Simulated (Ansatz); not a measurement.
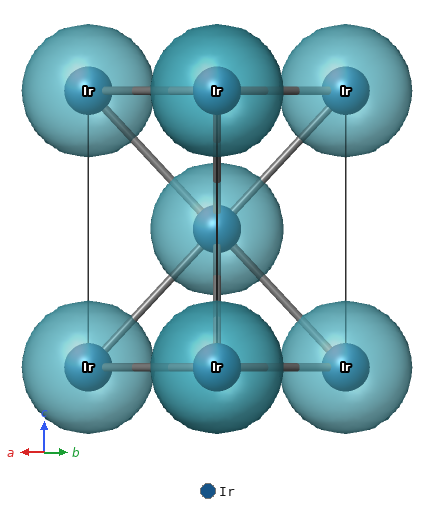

The picture shows: Ir. Isosurface of the valence pseudo-density at 0.8 e/Å³ (cyan), seen along [110]. Sticks mark near contacts.

Space group Immm; changed on purpose from its base cell (engineering shear strain xy -0.0350, normal strain along z +0.0750); computed pressure about −19 GPa in this cell; computed without spin polarisation; PAW files of the earlier set (soft_1).

Theory: Ansatz, DFT PBE, scalar-relativistic, plane waves, PAW.

In a PAW calculation such maps are meaningful between the atoms, not at the nuclei.

What does this surface tell about the bonding?

Answer. At this value the density breaks into separate islands; it holds about 75 % of the electrons treated as valence (semicore included). It bridges none of the near contacts. It is pinched off along the shortest Ir–Ir (2.69 Å), Ir–Ir (2.78 Å) and Ir–Ir (2.84 Å) contacts. On the grid the lowest density along these lines, outside the cores, is 0.45 e/Å³ (Ir–Ir, 2.69 Å), 0.39 e/Å³ (Ir–Ir, 2.78 Å) and 0.36 e/Å³ (Ir–Ir, 2.84 Å).

Does the calculation give a band gap?

Answer. It is gapless in this calculation (a metal or semimetal).
